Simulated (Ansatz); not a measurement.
Consider Ti5Al15H (cell with a defect).

Input file:

```
crystal:
  lattice:
    - [-5.7680202874, -1.9226734291, -4.3114047973]
    - [1.9226734291, -5.7680202874, 4.3114047973]
    - [-1.9226734291, 5.7680202874, 4.3114047973]
  atoms:
    - { symbol: Ti, position: [0.4, 0.8, 0.6] }
    - { symbol: Ti, position: [0.2, 0.4, 0.8] }
    - { symbol: Ti, position: [0.0, 0.0, 0.0] }
    - { symbol: Ti, position: [0.6, 0.2, 0.4] }
    - { symbol: Ti, position: [0.8, 0.6, 0.2] }
    - { symbol: Al, position: [0.4, 0.3, 0.1] }
    - { symbol: Al, position: [0.2, 0.9, 0.3] }
    - { symbol: Al, position: [0.0, 0.5, 0.5] }
    - { symbol: Al, position: [0.6, 0.7, 0.9] }
    - { symbol: Al, position: [0.8, 0.1, 0.7] }
    - { symbol: Al, position: [0.7, 0.65, 0.55] }
    - { symbol: Al, position: [0.5, 0.25, 0.75] }
    - { symbol: Al, position: [0.3, 0.85, 0.95] }
    - { symbol: Al, position: [0.9, 0.05, 0.35] }
    - { symbol: Al, position: [0.1, 0.45, 0.15] }
    - { symbol: Al, position: [0.5, 0.75, 0.25] }
    - { symbol: Al, position: [0.3, 0.35, 0.45] }
    - { symbol: Al, position: [0.1, 0.95, 0.65] }
    - { symbol: Al, position: [0.7, 0.15, 0.05] }
    - { symbol: Al, position: [0.9, 0.55, 0.85] }
    - { symbol: H, position: [0.7127492039, 0.9255158176, 0.802333678] }
basis:
  ecutwfc: 420
  xc_grid: 2
kpoints:
  mp_grid: { grid: [4, 4, 4], shift: [0.5, 0.5, 0.5] }
hamiltonian:
  xc: pbe
scf:
  occupations: { method: gaussian, width: 0.1 }
output:
  forces: true
  stress: false
  eigenvalues: true
  write_density: true
  write_potential: true
  elf: true
  volumetric_format: npy
relax:
  adjacent_minimum: "off"
  f_tol: 0.02
  max_steps: 60
```

Launched as:

```sh
ansatz run input.yaml --threads 4 --pin off --max-ram 8192MiB --backend cpu --events-out ev --progress --plain --runs-dir out
```

The fields are those of the relaxed geometry.

Computed without spin polarisation.

Method: DFT PBE, scalar-relativistic, plane waves, PAW in Ansatz.

Question: Predict the valence pseudo-density and electron localisation function between the atoms.

Answer: Al–H (1.98 Å): ρ at the midpoint is about 0.28 e/Å³; the ELF climbs to about 1 towards the hydrogen.

Question: Does the calculation make it a metal, or give it a gap?

Answer: It is metallic or semimetallic at this level of theory: no gap opens.

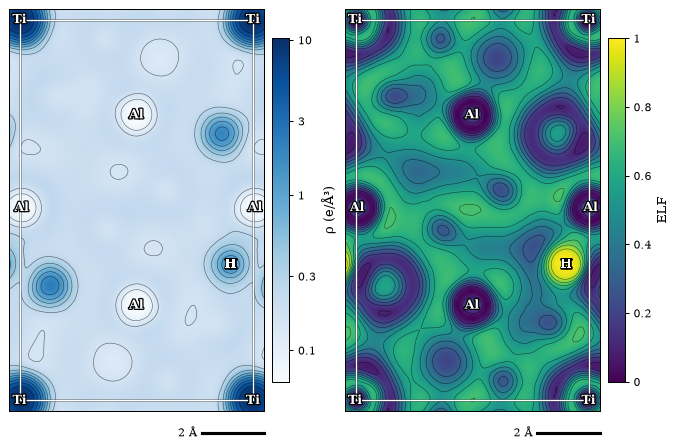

Computed valence pseudo-density and electron localisation function on the (011) plane of the calculation cell, in this order. Atoms just off the plane (Ti, 0.7 Å away and Al, 0.7 Å away) can leave unmarked features too.
